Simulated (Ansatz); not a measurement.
# Run report: PtSe₂, geometry relaxation (part 3 of 3)

The same run, continued: PtSe₂ (slab, 21 atoms in the cell); DFT PBE, scalar-relativistic, plane waves, PAW, no spin polarisation (Ansatz 0.2.0); cutoff 420 eV, 5×5×1 k-mesh, Gaussian smearing of 0.05 eV. The structure derives from an entry of the Crystallography Open Database. The input holds or restrains some coordinates. Forces given for the steps count only the free coordinates. It belongs to a series of runs on one base structure; here: clean surface, atoms relaxed.

Geometry of the input (Å; fractional positions):
```
6.2843  0.0000  0.0000
2.9741  5.5360  0.0000
0.0000  0.0000  31.3589
Se 0.6636  0.9970  0.3189
Pt 0.4404  0.4404  0.3328
Se 0.2172  0.8838  0.3468
Se 0.1041  0.4374  0.3746
Pt 0.8808  0.8808  0.3885
Se 0.6576  0.3243  0.4025
Se 0.5445  0.8778  0.4303
Pt 0.3212  0.3212  0.4443
Se 0.0980  0.7647  0.4582
Se 0.9849  0.3182  0.4861
Pt 0.7616  0.7616  0.5000
Se 0.5384  0.2051  0.5139
Se 0.4253  0.7586  0.5418
Pt 0.2021  0.2021  0.5557
Se 0.9788  0.6455  0.5697
Se 0.8657  0.1990  0.5975
Pt 0.6425  0.6425  0.6115
Se 0.4192  0.0859  0.6254
Se 0.3061  0.6394  0.6532
Pt 0.0829  0.0829  0.6672
Se 0.8596  0.5263  0.6811
```

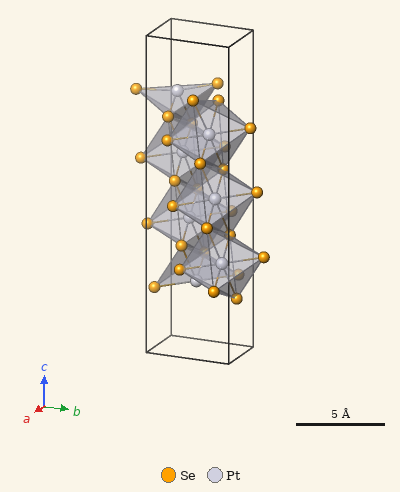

The geometry at step 4 of the log (polyhedral view of the cell of the calculation, with the vacuum cut short, seen slightly off an axis; polyhedra are completed across the faces of the cell).

### Output, continued
```
  k-point 12: bands = ["-97.5148", "-97.2821", "-97.2780", "-97.2477", "-97.1784", "-96.5679", "-96.4163", "-51.7955", "-51.7565", "-51.6562", "-51.5787", "-51.5327", "-51.5242", "-51.5227", "-51.5038", "-51.4819", "-51.4614", "-51.4440", "-51.4165", "-51.4068", "-51.3881", "-51.3193", "-51.0178", "-50.8150", "-50.7748", "-50.6694", "-50.6311", "-50.5410", "-46.8182", "-46.8148", "-46.8057", "-46.8014", "-46.7879", "-46.7814", "-46.7709", "-46.7530", "-46.7465", "-46.7443", "-46.7372", "-46.7370",
      "-46.7333", "-46.7026", "-46.6929", "-46.6810", "-46.6786", "-46.6770", "-46.6460", "-46.6447", "-46.5589", "-46.5585", "-46.5571", "-46.5547", "-46.5447", "-46.5426", "-46.5299", "-46.5276", "-46.5262", "-46.5257", "-46.4711", "-46.4683", "-46.4522", "-46.4437", "-46.4386", "-46.4325", "-46.4305", "-46.4237", "-46.4208", "-46.4197", "-46.4166", "-46.4153", "-46.4046", "-46.3864", "-46.3835", "-46.3827", "-46.3797", "-46.3747", "-46.3684", "-46.3647", "-45.9022", "-45.8753",
      "-45.8569", "-45.8547", "-45.8361", "-45.8309", "-45.8228", "-45.8075", "-45.7795", "-45.7759", "-45.7669", "-45.7640", "-45.7636", "-45.6973", "-45.6938", "-45.6929", "-45.6816", "-45.6518", "-45.6055", "-45.6009", "-12.5059", "-12.4399", "-12.2490", "-12.1490", "-11.8843", "-11.8317", "-11.7020", "-11.4722", "-11.4203", "-11.2316", "-10.9522", "-10.7698", "-10.6863", "-10.6531", "-4.9718", "-4.8098", "-4.4924", "-4.3633", "-4.1282", "-4.0461", "-3.9312", "-3.7951",
      "-3.7656", "-3.7163", "-3.6326", "-3.5814", "-3.4884", "-3.4550", "-3.4084", "-3.3391", "-3.2137", "-3.1261", "-3.0562", "-2.9753", "-2.8555", "-2.5999", "-2.5543", "-2.5241", "-2.3490", "-2.2303", "-2.2192", "-2.1185", "-2.0214", "-1.9166", "-1.8537", "-1.6647", "-1.5464", "-1.3725", "-1.2941", "-1.2473", "-1.2165", "-1.1391", "-1.0783", "-1.0350", "-0.9712", "-0.8472", "-0.7797", "-0.7329", "-0.6417", "-0.5114", "-0.3945", "-0.3072",
      "-0.1722", "-0.0762", "0.0397", "0.1485", "0.2401", "0.3252", "0.4308", "0.6148", "0.7120", "0.8935", "1.0429", "1.1000", "1.3401", "1.4345", "1.6406", "1.7696", "2.1596", "2.4225", "2.6416", "2.7803", "2.8705", "3.0460", "3.1853", "3.2727", "3.4498", "3.5679", "3.6823", "3.7772", "3.8284", "5.5537", "6.0339", "6.3128", "6.5682", "6.6788", "6.7986", "6.8711", "7.4867", "7.6000", "7.6934", "7.7402",
      "7.8333", "7.9716", "8.1378", "8.1863", "8.4393", "8.5213", "8.5886", "8.6647", "8.8191", "8.9382"]
--- Relaxed structure (7 steps of the walk, 7 accepted, 0 SCFs on fresh bases) ---
  F+E_penalty+E_count = -164232.15765727 eV   max|allowed force component| = 3.371e-2 eV/Å
  atoms:
    - { symbol: Se, position: [0.66364092, 0.9969742600000001, 0.3188886136] }
    - { symbol: Pt, position: [0.4404101199999999, 0.44041012000000007, 0.33282025649999997] }
    - { symbol: Se, position: [0.21717931999999984, 0.8838459800000001, 0.3467518995] }
    - { symbol: Se, position: [0.10405104999999998, 0.4373843800000001, 0.3746151947] }
    - { symbol: Pt, position: [0.8808202399999998, 0.8808202400000001, 0.3885468376999999] }
    - { symbol: Se, position: [0.6575894399999997, 0.32425611, 0.4024784806] }
    - { symbol: Se, position: [0.5444611699999999, 0.8777945000000001, 0.4303417759] }
    - { symbol: Pt, position: [0.32123036, 0.32123036000000005, 0.44427341879999993] }
    - { symbol: Se, position: [0.09799955999999999, 0.76466623, 0.4582050618] }
    - { symbol: Se, position: [0.9848712899999998, 0.31820462, 0.4860683571] }
    - { symbol: Pt, position: [0.7606018384551341, 0.7625787233184459, 0.5018882593503882] }
    - { symbol: Se, position: [0.5380117939729164, 0.2078805712081601, 0.5161541588183529] }
    - { symbol: Se, position: [0.4178707562080773, 0.759129567115827, 0.5457330622842649] }
    - { symbol: Pt, position: [0.19896407506487407, 0.20521634397186364, 0.559827836875804] }
    - { symbol: Se, position: [0.9840011698341165, 0.6520729873890357, 0.5726587661173318] }
    - { symbol: Se, position: [0.8446667203465091, 0.2121212488341161, 0.6011364223684508] }
    - { symbol: Pt, position: [0.6421939581620157, 0.6554734645752479, 0.6155987621987105] }
    - { symbol: Se, position: [0.43632692093407127, 0.09748548727568225, 0.6299092354015666] }
    - { symbol: Se, position: [0.30761052214613815, 0.6688859547522699, 0.6670080726489405] }
    - { symbol: Pt, position: [0.0914517050986936, 0.10324452139249837, 0.6669949169476422] }
    - { symbol: Se, position: [0.8919693118403915, 0.5324980501377958, 0.6825534193082462] }
```

### Trajectory as extended XYZ (Å, eV, eV/Å), 7 frames, from step=1 to step=7
```
21
Lattice="6.2843 0.0000 0.0000 2.9741 5.5360 0.0000 0.0000 0.0000 31.3589" Properties=species:S:1:pos:R:3:forces:R:3 step=1 energy=-164231.73062
Se    7.1356    5.5192   10.0000   -0.0803   0.7344  -0.2291
Pt    4.0775    2.4381   10.4369   -0.2323  -0.2715   0.9682
Se    3.9934    4.8929   10.8738    0.4302  -0.6379  -0.8478
Se    1.9547    2.4213   11.7475   -0.3404   0.0530  -0.6488
Pt    8.1549    4.8762   12.1844   -0.0450  -0.0315   0.1856
Se    5.0968    1.7951   12.6213    0.7240   0.1438  -0.3199
Se    6.0321    4.8594   13.4951   -0.7006  -0.2385  -0.4117
Pt    2.9741    1.7783   13.9319    0.1014   0.1761  -0.4788
Se    2.8900    4.2332   14.3688    0.4910   0.3433   0.1155
Se    7.1356    1.7616   15.2426   -0.4555  -0.1562  -0.2630
Pt    7.0515    4.2164   15.6795    0.0000   0.0000   0.0000
Se    3.9934    1.1353   16.1163    0.4555   0.1562   0.2630
Se    4.9287    4.1997   16.9901   -0.4910  -0.3433  -0.1155
Pt    1.8706    1.1185   17.4270   -0.1014  -0.1761   0.4788
Se    8.0709    3.5734   17.8639    0.7006   0.2385   0.4117
Se    6.0321    1.1018   18.7376   -0.7240  -0.1438   0.3199
Pt    5.9481    3.5566   19.1745    0.0450   0.0315  -0.1856
Se    2.8900    0.4755   19.6114    0.3403  -0.0530   0.6488
Se    3.8253    3.5399   20.4852   -0.4302   0.6379   0.8478
Pt    0.7672    0.4588   20.9220    0.2323   0.2715  -0.9682
Se    6.9675    2.9136   21.3589    0.0803  -0.7344   0.2291
21
Lattice="6.2843 0.0000 0.0000 2.9741 5.5360 0.0000 0.0000 0.0000 31.3589" Properties=species:S:1:pos:R:3:forces:R:3 step=2 energy=-164232.07749
Se    7.1356    5.5192   10.0000   -0.0889   0.7192  -0.2060
Pt    4.0775    2.4381   10.4369   -0.3001  -0.2649   0.9219
Se    3.9934    4.8929   10.8738    0.4571  -0.6136  -0.8140
Se    1.9547    2.4213   11.7475   -0.3028   0.0318  -0.6301
Pt    8.1549    4.8762   12.1844   -0.0638  -0.0592   0.2168
Se    5.0968    1.7951   12.6213    0.7506   0.1346  -0.1958
Se    6.0321    4.8594   13.4951   -0.5836  -0.2692  -0.0073
Pt    2.9741    1.7783   13.9319    0.1996   0.1706  -0.1471
Se    2.8900    4.2332   14.3688    0.3084   0.3456   0.2779
Se    7.1356    1.7616   15.2426   -0.3650  -0.1024   0.2651
Pt    7.0496    4.2208   15.7302    0.1037  -0.0200  -0.0896
Se    4.0060    1.1616   16.1816   -0.1033  -0.2084   0.0430
Se    4.8514    4.1487   16.9999    0.1749   0.2644   0.2618
Pt    1.8356    1.0939   17.5232    0.1406   0.0910  -0.1659
Se    8.1528    3.5970   17.9557   -0.3405  -0.3277  -0.0040
Se    5.8673    1.0950   18.7305    0.1963   0.1753   0.0986
Pt    5.9292    3.5564   19.2023    0.0001   0.0424   0.1283
Se    3.0041    0.4749   19.7003   -0.2710  -0.1795   0.0631
Se    3.8072    3.6190   20.6620    0.0627   0.1909   0.1318
Pt    0.7936    0.5084   20.7956    0.0170  -0.1300   0.0668
Se    6.9656    2.8444   21.3954    0.0077   0.0094  -0.2149
21
Lattice="6.2843 0.0000 0.0000 2.9741 5.5360 0.0000 0.0000 0.0000 31.3589" Properties=species:S:1:pos:R:3:forces:R:3 step=3 energy=-164232.13895
Se    7.1356    5.5192   10.0000   -0.0843   0.7222  -0.2013
Pt    4.0775    2.4381   10.4369   -0.3002  -0.2620   0.9245
Se    3.9934    4.8929   10.8738    0.4584  -0.6165  -0.8159
Se    1.9547    2.4213   11.7475   -0.2837   0.0295  -0.6282
Pt    8.1549    4.8762   12.1844   -0.0711  -0.0680   0.2383
Se    5.0968    1.7951   12.6213    0.7421   0.1336  -0.1772
Se    6.0321    4.8594   13.4951   -0.5361  -0.3043   0.0548
Pt    2.9741    1.7783   13.9319    0.1846   0.1339  -0.0353
Se    2.8900    4.2332   14.3688    0.2601   0.3156   0.3435
Se    7.1356    1.7616   15.2426   -0.3570  -0.1273   0.3720
Pt    7.0470    4.2147   15.7390   -0.0375   0.0388   0.1269
Se    3.9785    1.1426   16.2010   -0.0130  -0.0076   0.0151
Se    4.8795    4.1860   17.0858   -0.1112   0.0408   0.0355
Pt    1.8217    1.1172   17.5607    0.0413   0.0200  -0.0223
Se    8.0727    3.5904   18.0073   -0.0008  -0.0540  -0.1019
Se    5.8778    1.1437   18.8305   -0.0055   0.0088  -0.0194
Pt    5.8933    3.5935   19.3114    0.1049   0.0251  -0.1147
Se    2.9421    0.5031   19.7823   -0.0554  -0.0339  -0.0156
Se    3.8003    3.6721   20.8222    0.0150   0.0464   0.0625
Pt    0.7644    0.5490   20.9145    0.0246  -0.1104  -0.0059
Se    6.9511    2.8883   21.4804    0.0250   0.0689  -0.0361
21
Lattice="6.2843 0.0000 0.0000 2.9741 5.5360 0.0000 0.0000 0.0000 31.3589" Properties=species:S:1:pos:R:3:forces:R:3 step=4 energy=-164232.14642
Se    7.1356    5.5192   10.0000   -0.0897   0.7176  -0.1816
Pt    4.0775    2.4381   10.4369   -0.2989  -0.2633   0.9214
Se    3.9934    4.8929   10.8738    0.4613  -0.6063  -0.8293
Se    1.9547    2.4213   11.7475   -0.2956   0.0249  -0.6445
Pt    8.1549    4.8762   12.1844   -0.0659  -0.0732   0.2341
Se    5.0968    1.7951   12.6213    0.7489   0.1367  -0.1786
Se    6.0321    4.8594   13.4951   -0.5830  -0.3066   0.0809
Pt    2.9741    1.7783   13.9319    0.2064   0.1601  -0.0425
Se    2.8900    4.2332   14.3688    0.2149   0.3273   0.3330
Se    7.1356    1.7616   15.2426   -0.4011  -0.1341   0.2823
Pt    7.0338    4.2185   15.7405    0.0235  -0.0155  -0.1203
Se    3.9944    1.1422   16.1944   -0.0162   0.0298  -0.0460
Se    4.8538    4.2019   17.1110    0.1053  -0.0948  -0.0613
Pt    1.8466    1.1271   17.5430   -0.0218  -0.0107   0.0722
Se    8.1062    3.5922   17.9332   -0.0032   0.0834   0.1907
Se    5.9296    1.1602   18.8514   -0.0372   0.0024  -0.0333
Pt    5.9667    3.6158   19.2919   -0.0412  -0.0124   0.0380
Se    3.0029    0.5171   19.7456    0.0659   0.0986  -0.0015
Se    3.9496    3.7057   20.9509   -0.0494  -0.0441  -0.0674
Pt    0.8633    0.5705   20.9233    0.0151  -0.0609   0.0287
Se    7.1086    2.9363   21.4211    0.0620   0.0413   0.0251
21
Lattice="6.2843 0.0000 0.0000 2.9741 5.5360 0.0000 0.0000 0.0000 31.3589" Properties=species:S:1:pos:R:3:forces:R:3 step=5 energy=-164232.15490
Se    7.1356    5.5192   10.0000   -0.0893   0.7188  -0.1870
Pt    4.0775    2.4381   10.4369   -0.2999  -0.2650   0.9200
Se    3.9934    4.8929   10.8738    0.4607  -0.6072  -0.8250
Se    1.9547    2.4213   11.7475   -0.2940   0.0258  -0.6413
Pt    8.1549    4.8762   12.1844   -0.0687  -0.0706   0.2359
Se    5.0968    1.7951   12.6213    0.7492   0.1377  -0.1783
Se    6.0321    4.8594   13.4951   -0.5580  -0.3113   0.0757
Pt    2.9741    1.7783   13.9319    0.1986   0.1539  -0.0567
Se    2.8900    4.2332   14.3688    0.2462   0.3254   0.3282
Se    7.1356    1.7616   15.2426   -0.3748  -0.1184   0.3221
Pt    7.0429    4.2187   15.7398    0.0007   0.0073  -0.0293
Se    3.9918    1.1454   16.1928   -0.0004   0.0115  -0.0144
Se    4.8701    4.1984   17.0985    0.0119  -0.0146  -0.0019
Pt    1.8448    1.1289   17.5490   -0.0008  -0.0052   0.0234
Se    8.1046    3.5996   17.9614   -0.0001   0.0110   0.0298
Se    5.9182    1.1609   18.8400   -0.0067   0.0013  -0.0042
Pt    5.9527    3.6155   19.2946    0.0106  -0.0158  -0.0045
Se    2.9972    0.5221   19.7529    0.0033   0.0219   0.0049
Se    3.9025    3.6926   20.8942   -0.0279   0.0064   0.0090
Pt    0.8430    0.5633   20.9134   -0.0064  -0.0324   0.0029
Se    7.0810    2.9261   21.4305    0.0454   0.0194  -0.0091
21
Lattice="6.2843 0.0000 0.0000 2.9741 5.5360 0.0000 0.0000 0.0000 31.3589" Properties=species:S:1:pos:R:3:forces:R:3 step=6 energy=-164232.15640
Se    7.1356    5.5192   10.0000   -0.0901   0.7190  -0.1854
Pt    4.0775    2.4381   10.4369   -0.3013  -0.2664   0.9182
Se    3.9934    4.8929   10.8738    0.4616  -0.6056  -0.8250
Se    1.9547    2.4213   11.7475   -0.2941   0.0245  -0.6432
Pt    8.1549    4.8762   12.1844   -0.0691  -0.0705   0.2358
Se    5.0968    1.7951   12.6213    0.7512   0.1388  -0.1767
Se    6.0321    4.8594   13.4951   -0.5556  -0.3133   0.0785
Pt    2.9741    1.7783   13.9319    0.1978   0.1568  -0.0635
Se    2.8900    4.2332   14.3688    0.2540   0.3279   0.3237
Se    7.1356    1.7616   15.2426   -0.3676  -0.1123   0.3340
Pt    7.0451    4.2201   15.7393   -0.0002   0.0001  -0.0111
Se    3.9940    1.1479   16.1906    0.0009   0.0035  -0.0074
Se    4.8759    4.1990   17.1031   -0.0013   0.0027   0.0020
Pt    1.8498    1.1314   17.5515    0.0008  -0.0056   0.0130
Se    8.1106    3.6039   17.9618    0.0025  -0.0038   0.0046
Se    5.9243    1.1637   18.8434    0.0032   0.0047   0.0027
Pt    5.9631    3.6186   19.2979    0.0095  -0.0071  -0.0001
Se    3.0083    0.5274   19.7531    0.0013   0.0043   0.0021
Se    3.9101    3.6941   20.9015   -0.0258   0.0031   0.0076
Pt    0.8554    0.5640   20.9144   -0.0093  -0.0076   0.0000
Se    7.1146    2.9316   21.4228    0.0318   0.0067  -0.0099
21
Lattice="6.2843 0.0000 0.0000 2.9741 5.5360 0.0000 0.0000 0.0000 31.3589" Properties=species:S:1:pos:R:3:forces:R:3 step=7 energy=-164232.15766
Se    7.1356    5.5192   10.0000   -0.0909   0.7205  -0.1827
Pt    4.0775    2.4381   10.4369   -0.3040  -0.2694   0.9160
Se    3.9934    4.8929   10.8738    0.4627  -0.6036  -0.8239
Se    1.9547    2.4213   11.7475   -0.2933   0.0227  -0.6475
Pt    8.1549    4.8762   12.1844   -0.0692  -0.0710   0.2347
Se    5.0968    1.7951   12.6213    0.7548   0.1411  -0.1738
Se    6.0321    4.8594   13.4951   -0.5569  -0.3175   0.0843
Pt    2.9741    1.7783   13.9319    0.1988   0.1595  -0.0735
Se    2.8900    4.2332   14.3688    0.2627   0.3300   0.3172
Se    7.1356    1.7616   15.2426   -0.3574  -0.1090   0.3485
Pt    7.0478    4.2216   15.7387    0.0028  -0.0039   0.0052
Se    3.9993    1.1508   16.1860    0.0012  -0.0036   0.0015
Se    4.8837    4.2025   17.1136   -0.0068   0.0113   0.0067
Pt    1.8607    1.1361   17.5556   -0.0041   0.0081  -0.0032
Se    8.1230    3.6099   17.9580    0.0080  -0.0030  -0.0164
Se    5.9390    1.1743   18.8510    0.0047  -0.0026   0.0097
Pt    5.9851    3.6287   19.3045    0.0108  -0.0004   0.0029
Se    3.0319    0.5397   19.7533    0.0065  -0.0243  -0.0039
Se    3.9224    3.7029   20.9166   -0.0173  -0.0055   0.0026
Pt    0.8818    0.5716   20.9162   -0.0101   0.0337  -0.0029
Se    7.1891    2.9479   21.4041   -0.0029  -0.0130  -0.0014
```

### Summary

| quantity | value |
| --- | --- |
| outcome | converged under the restraints of the input |
| electrons treated | 350 |
| free energy | −164232.1577 eV |
| work function, top face | 5.22 eV |
| work function, bottom face | 5.21 eV |
| Fermi energy | 1.851 eV |
| gap on the k-point mesh | none (metallic) |
| final volume | 1090.96 Å³ |
| work function (upper face) | 5.22 eV |
| largest force (length of the vector) at the end, held atoms and coordinates included | 1.121 eV/Å |
| wall time | 16 min (CPU time 65 min) |
| peak memory | 5.2 GiB |

### Notes

Spin–orbit coupling is left out, which matters for Pt.
